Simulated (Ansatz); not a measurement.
## HfO$_{2}$: single-point calculation (part 2 of 2)

The same run, continued: HfO$_{2}$ (P4₂/mnm, 48 atoms in the cell); DFT PBE, scalar-relativistic, plane waves, PAW, no spin polarisation (Ansatz 0.2.0); cutoff 420 eV, 2×2×1 k-mesh, Gaussian smearing of 0.05 eV. The structure derives from a Materials Project entry.

Output, continued
```
--- Forces (eV/Å), atoms counted from 1 ---
  atom   1  Hf     0.00000000    -0.00000000    -0.00000000
  atom   2  Hf     0.00000000     0.00000000     0.00000000
  atom   3  Hf     0.00000000    -0.00000000    -0.00000000
  atom   4  Hf     0.00000000    -0.00000000     0.00000000
  atom   5  Hf     0.00000000    -0.00000000    -0.00000000
  atom   6  Hf     0.00000000    -0.00000000     0.00000000
  atom   7  Hf     0.00000000     0.00000000    -0.00000000
  atom   8  Hf     0.00000000     0.00000000    -0.00000000
  atom   9  Hf    -0.00000000    -0.00000000     0.00000000
  atom  10  Hf    -0.00000000     0.00000000     0.00000000
  atom  11  Hf    -0.00000000    -0.00000000     0.00000000
  atom  12  Hf    -0.00000000    -0.00000000     0.00000000
  atom  13  Hf    -0.00000000    -0.00000000     0.00000000
  atom  14  Hf    -0.00000000    -0.00000000     0.00000000
  atom  15  Hf    -0.00000000    -0.00000000     0.00000000
  atom  16  Hf    -0.00000000    -0.00000000     0.00000000
  atom  17  O      0.05203735    -0.04785215    -0.00114670
  atom  18  O      0.05203735    -0.04785215    -0.00114670
  atom  19  O      0.05203735    -0.04785215    -0.00114670
  atom  20  O      0.05203735    -0.04785215    -0.00114670
  atom  21  O      0.05203735    -0.04785215    -0.00114670
  atom  22  O      0.05203735    -0.04785215    -0.00114670
  atom  23  O      0.05203735    -0.04785215    -0.00114670
  atom  24  O      0.05203735    -0.04785215    -0.00114670
  atom  25  O     -0.05203735    -0.04785215     0.00114670
  atom  26  O     -0.05203735    -0.04785215     0.00114670
  atom  27  O     -0.05203735    -0.04785215     0.00114670
  atom  28  O     -0.05203735    -0.04785215     0.00114670
  atom  29  O     -0.05203735    -0.04785215     0.00114670
  atom  30  O     -0.05203735    -0.04785215     0.00114670
  atom  31  O     -0.05203735    -0.04785215     0.00114670
  atom  32  O     -0.05203735    -0.04785215     0.00114670
  atom  33  O      0.05203735     0.04785215    -0.00114670
  atom  34  O      0.05203735     0.04785215    -0.00114670
  atom  35  O      0.05203735     0.04785215    -0.00114670
  atom  36  O      0.05203735     0.04785215    -0.00114670
  atom  37  O      0.05203735     0.04785215    -0.00114670
  atom  38  O      0.05203735     0.04785215    -0.00114670
  atom  39  O      0.05203735     0.04785215    -0.00114670
  atom  40  O      0.05203735     0.04785215    -0.00114670
  atom  41  O     -0.05203735     0.04785215     0.00114670
  atom  42  O     -0.05203735     0.04785215     0.00114670
  atom  43  O     -0.05203735     0.04785215     0.00114670
  atom  44  O     -0.05203735     0.04785215     0.00114670
  atom  45  O     -0.05203735     0.04785215     0.00114670
  atom  46  O     -0.05203735     0.04785215     0.00114670
  atom  47  O     -0.05203735     0.04785215     0.00114670
  atom  48  O     -0.05203735     0.04785215     0.00114670
  max |Σ_I F_I| component: 1.53e-16 eV/Å
--- Band table (eV) ---
  k-point 0: bands = ["-47.6260", "-47.6208", "-47.6208", "-47.6157", "-47.6127", "-47.6127", "-47.6101", "-47.6101", "-47.6101", "-47.6101", ... 143 levels left out ..., "2.5594", "2.5604", "2.5604", "2.5604", "2.5604", "2.5631", "2.5631", "2.5664", "2.5664", "2.5664", "2.5665", "2.5688", "2.5688", "2.5712", "2.5712", "2.5712", "2.5712", "2.5713", "2.5713", "2.5764", "2.5764", "2.5764", "2.5765", "2.5768", "2.5782", "2.5782", "2.5807", "2.5807", "2.5817",
      "2.5817", "2.5817", "2.5817", "2.5838", "2.5852", "2.5852", "2.6018", "2.6046", "2.6046", "2.6061", "2.6217", "2.6217", "2.6217", "2.6217", "2.6266", "2.6266", "2.6360", "2.6360", "2.6620", "2.6620", "2.6620", "2.6620", "2.6670", "2.6670", "2.6938", "2.6938", "7.1527", "7.3894", "7.3894", "7.6354", "7.9712", "7.9714", "7.9714", "7.9717", "8.3045", "8.3045", "8.3169", "8.3868", "8.3868", "8.3868",
      "8.3868", "8.6009", "8.6009", "8.8684", "8.8684", "8.8684", "8.8684", "8.9116", "8.9116", "9.0425", "9.0425", "9.0730", "9.0730", "9.0730", "9.0731", "9.1221", "9.1221", "9.1623", "9.1623", "9.6300", "9.6300", "9.7732", "9.7732", "9.8112", "9.8112", "9.8634", "9.8634", "9.8634", "9.8634", "10.3326", "10.3326", "10.3327", "10.3328", "10.3689", "10.3689", "10.7940", "10.7940", "10.7940", "10.7940", "10.8790",
      "10.8792", "10.8828", "10.8831", "10.8831", "10.8833", "10.8989", "10.8989", "10.9809", "10.9812", "10.9812", "10.9812", "11.0927", "11.0927", "11.1118", "11.1557", "11.1557", "11.2704", "11.2704", "11.2704", "11.2704", "11.6026", "11.6026", "11.6189", "11.6189", "11.6346", "11.6346", "11.7851", "11.7851", "11.7851", "11.7851", "11.8094", "11.8095", "11.8095", "11.8098", "11.9517", "11.9517", "12.0331", "12.1781", "12.1781", "12.2862",
      "12.2864", "12.6697", "16.7049", "16.8745", "16.9263", "16.9263", "16.9264", "16.9264", "16.9535", "16.9535", "17.4760", "17.4760", "17.9708", "17.9708", "17.9708", "17.9708", "17.9810", "18.0204", "18.0204", "18.3052", "18.3052", "18.3097", "18.3097", "18.3097", "18.3097", "18.3468", "18.3470", "18.3887", "18.3887", "18.4101", "18.4101", "18.8615", "18.8615", "19.0517", "19.0807", "19.0808", "19.0809", "19.0809", "19.1769", "19.1769",
      "19.1769", "19.1769", "19.3950", "19.3950", "19.6786", "19.6786", "19.6786", "19.6789", "19.7206", "19.7206", "20.6606"]
  k-point 1: bands = ["-47.6208", "-47.6208", "-47.6190", "-47.6190", "-47.6164", "-47.6164", "-47.6146", "-47.6146", "-47.6038", "-47.6038", ... 143 levels left out ..., "2.5609", "2.5628", "2.5628", "2.5632", "2.5632", "2.5637", "2.5637", "2.5651", "2.5651", "2.5657", "2.5657", "2.5678", "2.5678", "2.5683", "2.5683", "2.5724", "2.5724", "2.5726", "2.5726", "2.5756", "2.5756", "2.5769", "2.5769", "2.5785", "2.5785", "2.5792", "2.5792", "2.5882", "2.5882",
      "2.5893", "2.5893", "2.5900", "2.5900", "2.5903", "2.5903", "2.5950", "2.5950", "2.5957", "2.5957", "2.6067", "2.6067", "2.6165", "2.6165", "2.6180", "2.6180", "2.6199", "2.6199", "2.6394", "2.6394", "2.6441", "2.6441", "2.6539", "2.6539", "2.6624", "2.6624", "7.6920", "7.6920", "7.7131", "7.7131", "8.2717", "8.2717", "8.3904", "8.3904", "8.4430", "8.4430", "8.4851", "8.4851", "8.4899", "8.4899",
      "8.6248", "8.6248", "8.7560", "8.7560", "8.8685", "8.8685", "8.8844", "8.8844", "8.9210", "8.9210", "9.0200", "9.0200", "9.0915", "9.0915", "9.1103", "9.1103", "9.1296", "9.1296", "9.3101", "9.3101", "9.3491", "9.3491", "9.3539", "9.3539", "9.7652", "9.7652", "10.0771", "10.0771", "10.1286", "10.1286", "10.2724", "10.2724", "10.3575", "10.3575", "10.4550", "10.4550", "10.5346", "10.5346", "10.5865", "10.5865",
      "10.7362", "10.7362", "10.7913", "10.7913", "10.8818", "10.8818", "10.8886", "10.8886", "10.8928", "10.8928", "11.0423", "11.0423", "11.1035", "11.1035", "11.1520", "11.1520", "11.1662", "11.1662", "11.3885", "11.3885", "11.4702", "11.4702", "11.5090", "11.5090", "11.5760", "11.5760", "11.7390", "11.7390", "11.7504", "11.7504", "11.7761", "11.7761", "11.8638", "11.8638", "11.9027", "11.9027", "11.9822", "11.9822", "12.0384", "12.0384",
      "12.3367", "12.3367", "17.2556", "17.2556", "17.2679", "17.2679", "17.3217", "17.3217", "17.3825", "17.3825", "17.6745", "17.6745", "17.7276", "17.7276", "17.8946", "17.8946", "17.9479", "17.9479", "18.0729", "18.0729", "18.1812", "18.1812", "18.5983", "18.5983", "18.6008", "18.6008", "18.6507", "18.6507", "18.7168", "18.7168", "18.7597", "18.7597", "18.8461", "18.8461", "18.8603", "18.8603", "19.0058", "19.0058", "19.0757", "19.0757",
      "19.1254", "19.1254", "19.4623", "19.4623", "19.5588", "19.5588", "19.5591", "19.5591", "20.0060", "20.0060", "20.0625"]
  k-point 2: bands = ["-47.6208", "-47.6208", "-47.6208", "-47.6208", "-47.6127", "-47.6127", "-47.6101", "-47.6101", "-47.6101", "-47.6101", ... 143 levels left out ..., "2.5587", "2.5595", "2.5595", "2.5595", "2.5595", "2.5595", "2.5595", "2.5596", "2.5596", "2.5597", "2.5597", "2.5687", "2.5687", "2.5711", "2.5711", "2.5711", "2.5711", "2.5714", "2.5714", "2.5784", "2.5784", "2.5805", "2.5805", "2.5805", "2.5805", "2.5819", "2.5819", "2.5819", "2.5819",
      "2.5853", "2.5853", "2.5975", "2.5975", "2.5975", "2.5975", "2.5977", "2.5977", "2.5983", "2.5983", "2.5983", "2.5983", "2.5986", "2.5986", "2.6042", "2.6042", "2.6086", "2.6086", "2.6216", "2.6216", "2.6216", "2.6216", "2.6266", "2.6266", "2.6358", "2.6358", "8.3045", "8.3045", "8.3867", "8.3867", "8.3867", "8.3867", "8.4653", "8.4653", "8.4654", "8.4654", "8.5959", "8.5959", "8.6008", "8.6008",
      "8.6654", "8.6654", "8.6788", "8.6788", "8.8683", "8.8683", "8.8683", "8.8683", "8.9120", "8.9120", "9.1623", "9.1623", "9.2260", "9.2260", "9.2260", "9.2260", "9.4183", "9.4183", "9.5303", "9.5303", "9.5986", "9.5986", "9.6302", "9.6302", "9.7729", "9.7729", "9.8110", "9.8110", "9.8330", "9.8330", "9.8332", "9.8332", "9.8637", "9.8637", "9.8637", "9.8637", "9.9739", "9.9739", "9.9739", "9.9739",
      "10.5898", "10.5898", "10.6668", "10.6668", "10.6936", "10.6936", "10.7942", "10.7942", "10.7942", "10.7942", "11.0926", "11.0926", "11.1557", "11.1557", "11.2704", "11.2704", "11.2704", "11.2704", "11.2850", "11.2850", "11.2850", "11.2850", "11.6020", "11.6020", "11.6028", "11.6028", "11.6343", "11.6343", "11.7255", "11.7255", "11.7849", "11.7849", "11.7849", "11.7849", "12.0330", "12.0330", "12.0331", "12.0331", "12.1783", "12.1783",
      "12.2086", "12.2086", "17.3807", "17.3807", "17.3807", "17.3807", "17.4760", "17.4760", "17.8782", "17.8782", "17.9707", "17.9707", "17.9707", "17.9707", "18.0204", "18.0204", "18.3051", "18.3051", "18.3097", "18.3097", "18.3097", "18.3097", "18.3544", "18.3544", "18.3888", "18.3888", "18.6088", "18.6088", "18.8339", "18.8339", "18.8544", "18.8544", "18.8615", "18.8615", "18.9744", "18.9744", "18.9744", "18.9744", "19.1769", "19.1769",
      "19.1769", "19.1769", "19.1965", "19.1965", "19.2364", "19.2364", "19.2365", "19.2365", "19.7205", "19.7205", "20.7051"]
```

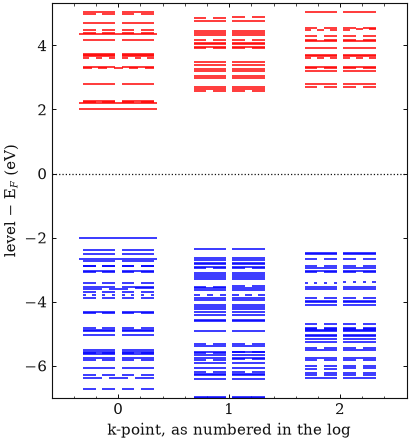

Fig. 1: Kohn–Sham levels near the Fermi level (dotted) at the few k-points that the log prints; levels within 0.02 eV of each other stand side by side. Among these points the highest filled and lowest empty levels are 4.04 eV apart, which is the gap on the mesh.
